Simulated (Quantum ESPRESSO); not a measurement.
Single-point calculation of BaTiO3 (part 1 of 2)

The run: single-point calculation of BaTiO3 (P4mm, 5 atoms in the cell). Method and program: Kohn-Sham DFT of a periodic cell, PBEsol, GBRV 1.5 PBEsol, no spin polarisation (Quantum ESPRESSO 7.5).

The structure derives from an entry of the Crystallography Open Database. The volume is scaled by 0.98.

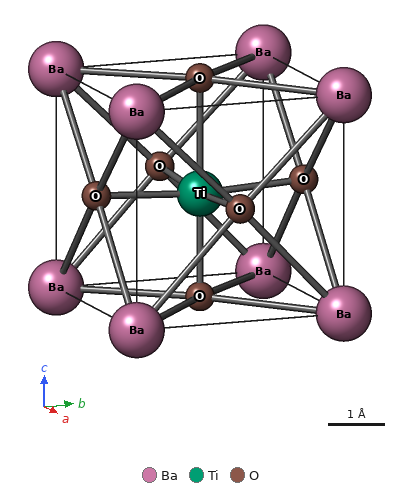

*The input geometry (ball-and-stick view of the cell of the calculation, seen slightly off an axis).*

Summary:

- outcome: converged
- space group (tolerance 0.01 Å): P4mm (99)
- electrons treated: 40
- free energy: −3901.2690 eV
- Fermi energy: 11.456 eV
- gap on the k-point mesh: 1.92 eV
- pressure: 0.69 GPa
- largest force (length of the vector): 0.218 eV/Å
- hardware: 2 threads of Arm Neoverse V1, 24 GiB of memory available, shared host
- wall time: 33 s (CPU time 67 s)
- peak memory: 0.46 GiB

Notes:

Notes on the run: negative rho.

Input:
```
&CONTROL
  calculation = 'scf'
  prefix = 'pwscf'
  outdir = './tmp'
  pseudo_dir = './pseudo'
  tprnfor = .true.
  tstress = .true.
  disk_io = 'nowf'
/
&SYSTEM
  ibrav = 0
  nat = 5
  ntyp = 3
  ecutwfc = 45
  ecutrho = 360
  nbnd = 28
  occupations = 'smearing'
  smearing = 'fd'
  degauss = 0.00367493
/
&ELECTRONS
  conv_thr = 1d-09
  electron_maxstep = 120
  mixing_beta = 0.5
/
ATOMIC_SPECIES
Ba   137.3270 ba_pbesol_v1.uspp.F.UPF
Ti    47.8670 ti_pbesol_v1.4.uspp.F.UPF
O     15.9990 o_pbesol_v1.2.uspp.F.UPF
CELL_PARAMETERS angstrom
   3.9729548958    0.0000000000    0.0000000000
   0.0000000000    3.9729548958    0.0000000000
   0.0000000000    0.0000000000    3.9910327445
ATOMIC_POSITIONS crystal
Ba     0.0000000000    0.0000000000    0.0000000000
Ti     0.5000000000    0.5000000000    0.4900000000
O      0.0000000000    0.5000000000    0.5170000000
O      0.5000000000    0.0000000000    0.5170000000
O      0.5000000000    0.5000000000    0.0190000000
K_POINTS automatic
7 7 7 0 0 0
```

Launched with:
```bash
OMP_NUM_THREADS=1 mpirun -n 2 pw.x -nk 2 -in pw.in > pw.out
```

What the program printed:
```
This program is part of the open-source Quantum ESPRESSO suite
     for quantum simulation of materials; please cite
         "P. Giannozzi et al., J. Phys.:Condens. Matter 21 395502 (2009);
         "P. Giannozzi et al., J. Phys.:Condens. Matter 29 465901 (2017);
         "P. Giannozzi et al., J. Chem. Phys. 152 154105 (2020);
          URL
     in publications or presentations arising from this work. More details at

     Message from routine setup:
     using ibrav=0 with symmetry is DISCOURAGED, use correct ibrav instead

     K-points division:     npool     =       2
     Subspace diagonalization in iterative solution of the eigenvalue problem:
     a serial algorithm will be used

     G-vector sticks info
     --------------------
     sticks:   dense  smooth     PW     G-vecs:    dense   smooth      PW
     Sum        1617     805    241                49069    17325    2833

     Using Slab Decomposition

     bravais-lattice index     =            0
     lattice parameter (alat)  =       7.5078  a.u.
     unit-cell volume          =     425.1177 (a.u.)^3
     number of atoms/cell      =            5
     number of atomic types    =            3
     number of electrons       =        40.00
     number of Kohn-Sham states=           28
     kinetic-energy cutoff     =      45.0000  Ry
     charge density cutoff     =     360.0000  Ry
     scf convergence threshold =      1.0E-09
     mixing beta               =       0.5000
     number of iterations used =            8  plain     mixing
     Exchange-correlation= SLA  PW   PSX  PSC
                           (   1   4  10   8   0   0   0)

     celldm(1)=   7.507797  celldm(2)=   0.000000  celldm(3)=   0.000000
     celldm(4)=   0.000000  celldm(5)=   0.000000  celldm(6)=   0.000000

     crystal axes: (cart. coord. in units of alat)
               a(1) = (   1.000000   0.000000   0.000000 )
               a(2) = (   0.000000   1.000000   0.000000 )
               a(3) = (   0.000000   0.000000   1.004550 )

     reciprocal axes: (cart. coord. in units 2 pi/alat)
               b(1) = (  1.000000  0.000000  0.000000 )
               b(2) = (  0.000000  1.000000  0.000000 )
               b(3) = (  0.000000  0.000000  0.995470 )

     PseudoPot. # 1 for Ba read from file:
     ba_pbesol_v1.uspp.F.UPF
     Pseudo is Ultrasoft + core correction, Zval = 10.0
     Generated by new atomic code, or converted to UPF format
     Using radial grid of  907 points,  7 beta functions with:
                l(1) =   0
                l(2) =   0
                l(3) =   1
                l(4) =   1
                l(5) =   2
                l(6) =   2
                l(7) =   3
     Q(r) pseudized with  6 coefficients,  rinner =    1.700   1.700   1.700
                                                       1.700   1.700   1.700
                                                       1.700

     PseudoPot. # 2 for Ti read from file:
     ti_pbesol_v1.4.uspp.F.UPF
     Pseudo is Ultrasoft + core correction, Zval = 12.0
     Generated by new atomic code, or converted to UPF format
     Using radial grid of  851 points,  6 beta functions with:
                l(1) =   0
                l(2) =   0
                l(3) =   1
                l(4) =   1
                l(5) =   2
                l(6) =   2
     Q(r) pseudized with  6 coefficients,  rinner =    1.000   1.000   1.000
                                                       1.000   1.000

     PseudoPot. # 3 for O  read from file:
     o_pbesol_v1.2.uspp.F.UPF
     Pseudo is Ultrasoft + core correction, Zval =  6.0
     Generated by new atomic code, or converted to UPF format
     Using radial grid of  737 points,  5 beta functions with:
                l(1) =   0
                l(2) =   0
                l(3) =   1
                l(4) =   1
                l(5) =   2
     Q(r) pseudized with  8 coefficients,  rinner =    0.900   0.900   0.900
                                                       0.900   0.900

     atomic species   valence    mass     pseudopotential
     Ba               10.00   137.32700     Ba( 1.00)
     Ti               12.00    47.86700     Ti( 1.00)
     O                 6.00    15.99900     O ( 1.00)

      8 Sym. Ops. (no inversion) found

   Cartesian axes

     site n.     atom                  positions (alat units)
         1        Ba     tau(   1) = (   0.0000000   0.0000000   0.0000000  )
         2        Ti     tau(   2) = (   0.5000000   0.5000000   0.4922296  )
         3        O      tau(   3) = (   0.0000000   0.5000000   0.5193525  )
         4        O      tau(   4) = (   0.5000000   0.0000000   0.5193525  )
         5        O      tau(   5) = (   0.5000000   0.5000000   0.0190865  )

     number of k points=    40  Fermi-Dirac smearing, width (Ry)=  0.0037
                       cart. coord. in units 2pi/alat
        k(    1) = (   0.0000000   0.0000000   0.0000000), wk =   0.0058309
        k(    2) = (   0.0000000   0.0000000   0.1422101), wk =   0.0116618
        k(    3) = (   0.0000000   0.0000000   0.2844201), wk =   0.0116618
        k(    4) = (   0.0000000   0.0000000   0.4266302), wk =   0.0116618
        k(    5) = (   0.0000000   0.1428571   0.0000000), wk =   0.0233236
        k(    6) = (   0.0000000   0.1428571   0.1422101), wk =   0.0466472
        k(    7) = (   0.0000000   0.1428571   0.2844201), wk =   0.0466472
        k(    8) = (   0.0000000   0.1428571   0.4266302), wk =   0.0466472
        k(    9) = (   0.0000000   0.2857143   0.0000000), wk =   0.0233236
        k(   10) = (   0.0000000   0.2857143   0.1422101), wk =   0.0466472
        k(   11) = (   0.0000000   0.2857143   0.2844201), wk =   0.0466472
        k(   12) = (   0.0000000   0.2857143   0.4266302), wk =   0.0466472
        k(   13) = (   0.0000000   0.4285714   0.0000000), wk =   0.0233236
        k(   14) = (   0.0000000   0.4285714   0.1422101), wk =   0.0466472
        k(   15) = (   0.0000000   0.4285714   0.2844201), wk =   0.0466472
        k(   16) = (   0.0000000   0.4285714   0.4266302), wk =   0.0466472
        k(   17) = (   0.1428571   0.1428571   0.0000000), wk =   0.0233236
        k(   18) = (   0.1428571   0.1428571   0.1422101), wk =   0.0466472
        k(   19) = (   0.1428571   0.1428571   0.2844201), wk =   0.0466472
        k(   20) = (   0.1428571   0.1428571   0.4266302), wk =   0.0466472
        k(   21) = (   0.1428571   0.2857143   0.0000000), wk =   0.0466472
        k(   22) = (   0.1428571   0.2857143   0.1422101), wk =   0.0932945
        k(   23) = (   0.1428571   0.2857143   0.2844201), wk =   0.0932945
        k(   24) = (   0.1428571   0.2857143   0.4266302), wk =   0.0932945
        k(   25) = (   0.1428571   0.4285714   0.0000000), wk =   0.0466472
        k(   26) = (   0.1428571   0.4285714   0.1422101), wk =   0.0932945
        k(   27) = (   0.1428571   0.4285714   0.2844201), wk =   0.0932945
        k(   28) = (   0.1428571   0.4285714   0.4266302), wk =   0.0932945
        k(   29) = (   0.2857143   0.2857143   0.0000000), wk =   0.0233236
        k(   30) = (   0.2857143   0.2857143   0.1422101), wk =   0.0466472
        k(   31) = (   0.2857143   0.2857143   0.2844201), wk =   0.0466472
        k(   32) = (   0.2857143   0.2857143   0.4266302), wk =   0.0466472
        k(   33) = (   0.2857143   0.4285714   0.0000000), wk =   0.0466472
        k(   34) = (   0.2857143   0.4285714   0.1422101), wk =   0.0932945
        k(   35) = (   0.2857143   0.4285714   0.2844201), wk =   0.0932945
        k(   36) = (   0.2857143   0.4285714   0.4266302), wk =   0.0932945
        k(   37) = (   0.4285714   0.4285714   0.0000000), wk =   0.0233236
        k(   38) = (   0.4285714   0.4285714   0.1422101), wk =   0.0466472
        k(   39) = (   0.4285714   0.4285714   0.2844201), wk =   0.0466472
        k(   40) = (   0.4285714   0.4285714   0.4266302), wk =   0.0466472

     Dense  grid:    49069 G-vectors     FFT dimensions: (  45,  45,  45)

     Smooth grid:    17325 G-vectors     FFT dimensions: (  36,  36,  36)

     Check: negative core charge=   -0.000007

     Initial potential from superposition of free atoms

     starting charge      38.9861, renormalised to      40.0000

     negative rho (up, down):  9.925E-02 0.000E+00
     Starting wfcs are   35 randomized atomic wfcs

     Self-consistent Calculation

     iteration #  1     ecut=    45.00 Ry     beta= 0.50
     Davidson diagonalization with overlap
     ethr =  1.00E-02,  avg # of iterations =  2.0

     negative rho (up, down):  9.388E-02 0.000E+00

     total energy              =    -286.44692181 Ry
     estimated scf accuracy    <       0.69539251 Ry

     iteration #  2     ecut=    45.00 Ry     beta= 0.50
     Davidson diagonalization with overlap
     ethr =  1.74E-03,  avg # of iterations =  2.0

     negative rho (up, down):  9.220E-02 0.000E+00

     total energy              =    -286.27906965 Ry
     estimated scf accuracy    <       2.60049179 Ry

     iteration #  3     ecut=    45.00 Ry     beta= 0.50
     Davidson diagonalization with overlap
     ethr =  1.74E-03,  avg # of iterations =  2.0

     negative rho (up, down):  9.065E-02 0.000E+00

     total energy              =    -286.73619824 Ry
     estimated scf accuracy    <       0.09596369 Ry

     iteration #  4     ecut=    45.00 Ry     beta= 0.50
     Davidson diagonalization with overlap
     ethr =  2.40E-04,  avg # of iterations =  1.5

     negative rho (up, down):  8.861E-02 0.000E+00

     total energy              =    -286.73360160 Ry
     estimated scf accuracy    <       0.02291212 Ry

     iteration #  5     ecut=    45.00 Ry     beta= 0.50
     Davidson diagonalization with overlap
     ethr =  5.73E-05,  avg # of iterations =  3.2

     negative rho (up, down):  8.848E-02 0.000E+00

     total energy              =    -286.73783421 Ry
     estimated scf accuracy    <       0.00079773 Ry

     iteration #  6     ecut=    45.00 Ry     beta= 0.50
     Davidson diagonalization with overlap
     ethr =  1.99E-06,  avg # of iterations =  6.4

     negative rho (up, down):  8.841E-02 0.000E+00

     total energy              =    -286.73796633 Ry
     estimated scf accuracy    <       0.00008365 Ry

     iteration #  7     ecut=    45.00 Ry     beta= 0.50
     Davidson diagonalization with overlap
     ethr =  2.09E-07,  avg # of iterations =  2.0

     negative rho (up, down):  8.837E-02 0.000E+00

     total energy              =    -286.73797877 Ry
     estimated scf accuracy    <       0.00002255 Ry

     iteration #  8     ecut=    45.00 Ry     beta= 0.50
     Davidson diagonalization with overlap
     ethr =  5.64E-08,  avg # of iterations =  1.0

     negative rho (up, down):  8.837E-02 0.000E+00

     total energy              =    -286.73798231 Ry
     estimated scf accuracy    <       0.00000017 Ry

     iteration #  9     ecut=    45.00 Ry     beta= 0.50
     Davidson diagonalization with overlap
     ethr =  4.15E-10,  avg # of iterations =  2.5

     negative rho (up, down):  8.837E-02 0.000E+00

     total energy              =    -286.73798236 Ry
     estimated scf accuracy    <       0.00000001 Ry

     iteration # 10     ecut=    45.00 Ry     beta= 0.50
     Davidson diagonalization with overlap
     ethr =  3.74E-11,  avg # of iterations =  2.0

     negative rho (up, down):  8.837E-02 0.000E+00

     total energy              =    -286.73798236 Ry
     estimated scf accuracy    <       0.00000001 Ry

     iteration # 11     ecut=    45.00 Ry     beta= 0.50
     Davidson diagonalization with overlap
     ethr =  2.64E-11,  avg # of iterations =  1.0

     negative rho (up, down):  8.837E-02 0.000E+00

     End of self-consistent calculation

          k = 0.0000 0.0000 0.0000 (  2109 PWs)   bands (ev):

   -45.6475 -22.0315 -21.9984 -21.9984 -14.0771  -6.2908  -5.6302  -5.5756
     0.7212   0.7212   0.7225   8.2128   8.2225   8.2225   9.2461   9.2461
     9.3365  10.2743  10.2813  10.2813  12.3503  12.5733  12.5733  14.7355
    14.8250  15.5095  15.5803  17.9457

          k = 0.0000 0.0000 0.1422 (  2148 PWs)   bands (ev):

   -45.6474 -22.0421 -21.9979 -21.9979 -14.0524  -6.3013  -5.6195  -5.5680
     0.7539   0.7539   0.8156   7.8577   8.1550   8.1550   9.0326   9.0326
     9.1566   9.8252  10.1877  10.1877  12.3774  12.9295  12.9295  14.7345
    15.3326  15.8883  15.9667  18.4429

          k = 0.0000 0.0000 0.2844 (  2168 PWs)   bands (ev):

   -45.6470 -22.0656 -21.9969 -21.9969 -13.9959  -6.4019  -5.5508  -5.5029
     0.8301   0.8301   1.0223   7.0889   7.9405   7.9405   8.7199   8.7199
     8.7997   9.0828   9.9979   9.9979  12.4400  13.6327  13.6327  14.7349
    16.1885  16.7517  16.9483  18.9812

          k = 0.0000 0.0000 0.4266 (  2140 PWs)   bands (ev):

   -45.6468 -22.0844 -21.9961 -21.9961 -13.9495  -6.5240  -5.5368  -5.3519
     0.8940   0.8940   1.1868   6.5017   7.7192   7.7192   8.5482   8.5756
     8.5756   8.6179   9.8639   9.8639  12.4918  14.1491  14.1491  14.7360
    16.7301  17.5040  17.9866  18.8476

          k = 0.0000 0.1429 0.0000 (  2158 PWs)   bands (ev):

   -45.6473 -22.0311 -22.0094 -21.9979 -14.0516  -6.3128  -5.6160  -5.5583
     0.7559   0.7561   0.8104   7.8746   8.1540   8.1590   8.9949   9.0526
     9.1901   9.8189  10.1049  10.2059  12.5902  12.7724  12.8497  14.8022
    15.3014  15.8997  15.9600  18.4393

          k = 0.0000 0.1429 0.1422 (  2165 PWs)   bands (ev):

   -45.6472 -22.0416 -22.0089 -21.9975 -14.0286  -6.2963  -5.6189  -5.5517
     0.7197   0.7902   0.9246   7.6621   7.9524   8.1137   8.6174   8.8441
     9.3287   9.5473   9.9871  10.0753  12.7692  12.9625  13.0811  15.0188
    15.6135  16.2247  16.3383  18.6897

          k = 0.0000 0.1429 0.2844 (  2160 PWs)   bands (ev):

   -45.6469 -22.0650 -22.0077 -21.9965 -13.9760  -6.3381  -5.5547  -5.5150
     0.7613   0.8699   1.0514   7.0104   7.6832   7.9405   8.1292   8.5269
     9.0159   9.3598   9.7621   9.8868  12.8272  13.6443  13.6521  15.0907
    16.4408  16.9843  17.3047  19.3591

          k = 0.0000 0.1429 0.4266 (  2160 PWs)   bands (ev):
```
